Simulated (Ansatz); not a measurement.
## KF: an electron-density study

Space group Pm-3m. The cell comes from a database of computed structures, not from a measurement.

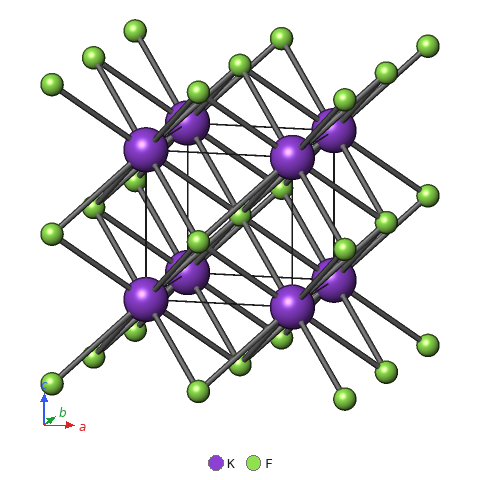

The conventional cell.

Input

```
crystal:
  lattice:
    - [3.258955, 0.0, 0.0]
    - [0.0, 3.258955, 0.0]
    - [0.0, 0.0, 3.258955]
  atoms:
    - { symbol: K, position: [0.0, 0.0, 0.0] }
    - { symbol: F, position: [0.5, 0.5, 0.5] }
basis:
  ecutwfc: 420
  fft_grid_basis: typed
kpoints:
  mp_grid: { grid: [10, 10, 10] }
hamiltonian:
  xc: pbe
  pseudopotentials: { kind: paw }
scf:
  occupations: { method: gaussian, width: 0.05 }
output:
  forces: true
  stress: true
  eigenvalues: true
  bader: true
  write_density: true
  volumetric_format: npy
  elf: true
```

Run with:

```sh
ansatz run input.yaml --threads 1 --pin off --max-ram 2560MiB --backend cpu --events-out ev --progress --plain --runs-dir out
```

The picture shows the conventional cell (a = 3.26 Å, b = 3.26 Å, c = 3.26 Å, α = 90.00°, β = 90.00°, γ = 90.00°).

These are results of Ansatz 0.2.0, DFT PBE, scalar-relativistic, plane waves, PAW, not measurements.

Core electrons are frozen (PAW), so the maps are meaningful between the atoms, not at the nuclei.

### 1. Bonding charge

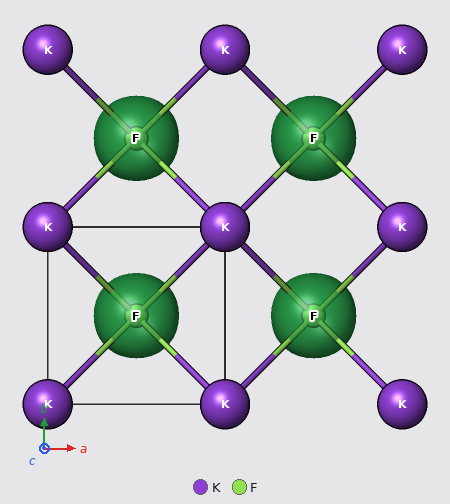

*Bonding charge density, ρ(crystal) − Σ ρ(neutral atoms): green surfaces at +0.08, none at −0.08 e/Å³, in the conventional cell, repeated, seen along the c axis (the regions close to the nuclei are left out). Cores are masked to 1.0 Å (K) and 0.6 Å (F).*

Q: Describe the bonding charge.

A: F–K (2.82 Å): Δρ is −0.008 e/Å³ at the midpoint, so little or no bond charge builds up halfway.
K–K (3.26 Å): Δρ is −0.03 e/Å³ at the midpoint.
Over the whole cell, outside the masked cores, the largest gain lies at the edge of the masked core of F, and the largest loss, 0.03 e/Å³, lies 1.6 Å from a potassium nucleus and 2.3 Å from a fluorine one.
The rearranged charge, half the integral of |Δρ|, is about 0.20 e an atom.
Bader charges: K +0.86 and F −0.86 e.

### 2. States by energy

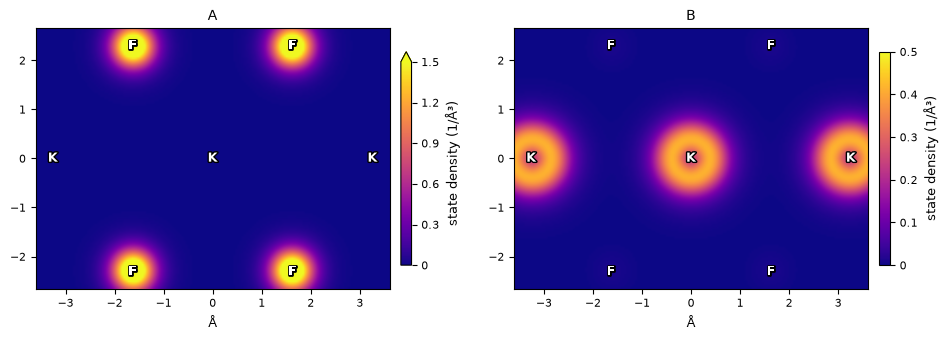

KF: densities of the states in two energy windows, on the (110) plane of the conventional cell.

Q: Match the panels to the energy ranges (zero at the valence-band maximum): −18.95 to −18.70 eV and −10.8 to −9.8 eV.

A: Panel A: −18.95 to −18.70 eV, a separate group of bands (semicore or deep states), mainly F 2s (95 %).
Panel B: −10.8 to −9.8 eV, a separate group of bands, mainly K 3p (over 95 %).
The characters are Löwdin shares on a minimal set of atomic orbitals.

### 3. Change of volume

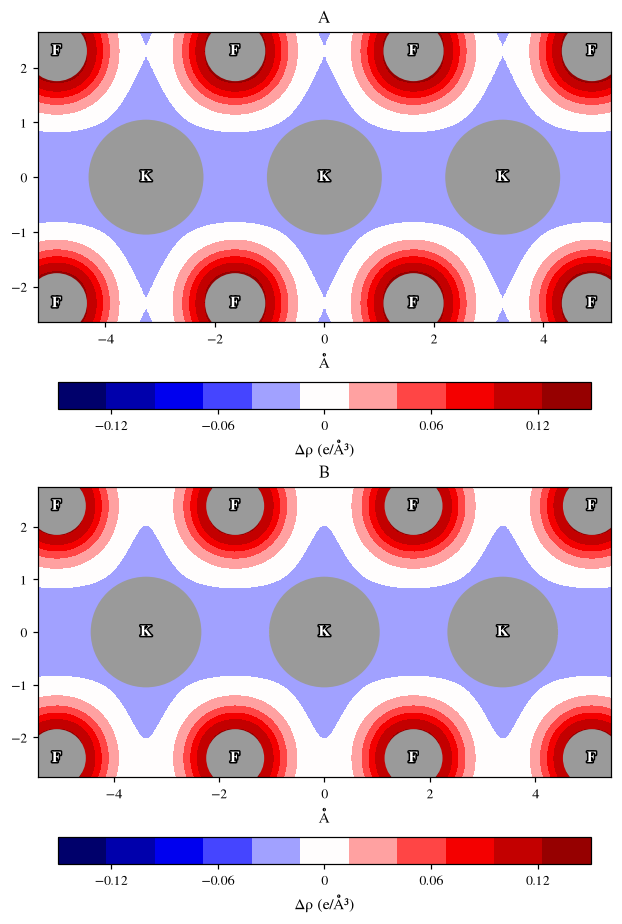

KF: deformation density on the (110) plane of the conventional cell at two volumes, with the same fractional coordinates and one colour scale. Grey discs cover the cores.

Q: Which panel is the larger cell, by how much, and what changes?

A: B is the larger cell: B has 112 % of the volume of A.
From A to B, F–K goes from 2.82 to 2.93 Å, and Δρ at its midpoint stays at −0.008 e/Å³.
The pressure is 0.0 GPa in A and −2.9 GPa in B.
Bader charges in A: K +0.86 and F −0.86 e; in B: K +0.87 and F −0.87 e.
The rearranged charge is 0.20 e an atom in A and 0.21 e in B.

### 4. Moving an atom

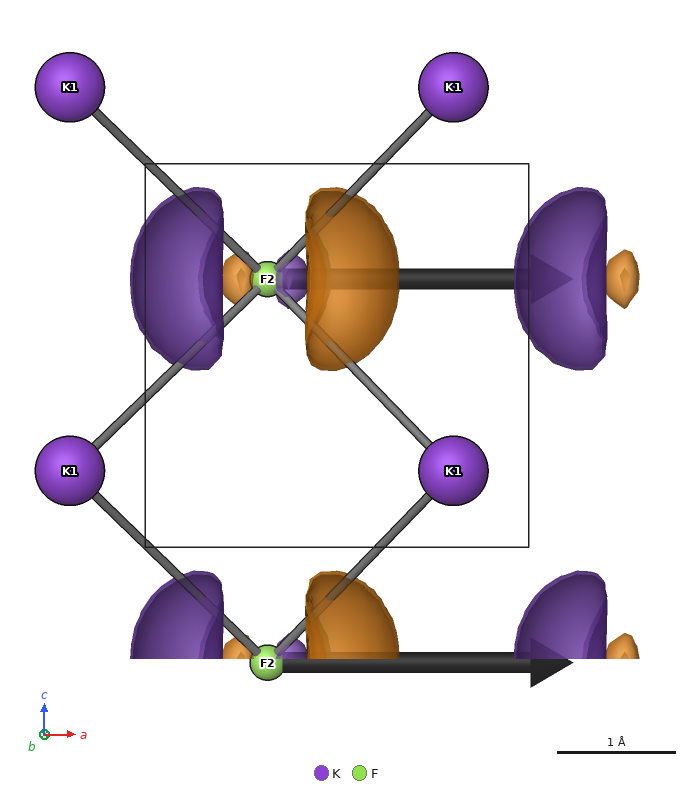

F2 was moved by 0.05 Å along [1 0 0] in the axes of the cell drawn (arrow, not to scale). Change of the density less the rigid motion of the neutral atom's own density: orange surfaces at +0.006 and purple ones at −0.006 e/Å³, in the cell of the calculation (origin moved) seen along the b axis.

Q: How do the electrons respond beyond following the atom?

A: About 0.03 e is rearranged in the cell. Outside the cores the largest gain, 0.012 e/Å³, lies 0.7 Å from a fluorine nucleus, and the largest loss, 0.013 e/Å³, lies 0.8 Å from a fluorine nucleus.

Q: How much does the computed force on the atom change?

A: The force on it changes by 0.04 eV/Å along the move, against it: a stiffness of about 0.73 eV/Å² for this sublattice shift.

### 5. Putting it together

Charge passes from K (Pauling electronegativity 0.82) to F (3.98), the direction that the scale predicts; the Bader charges fall short of whole formal charges, as they usually do. The two pressures give a mean stiffness −ΔP/Δln V of about 25 GPa over this range, with the atoms held at their fractional positions.

Run times: 6.5 s (base cell), 1.9 s (state densities), 6.3 s (scaled cell) and 9.8 s (moved atom), on 1 thread of Arm Neoverse V1, on a shared host.
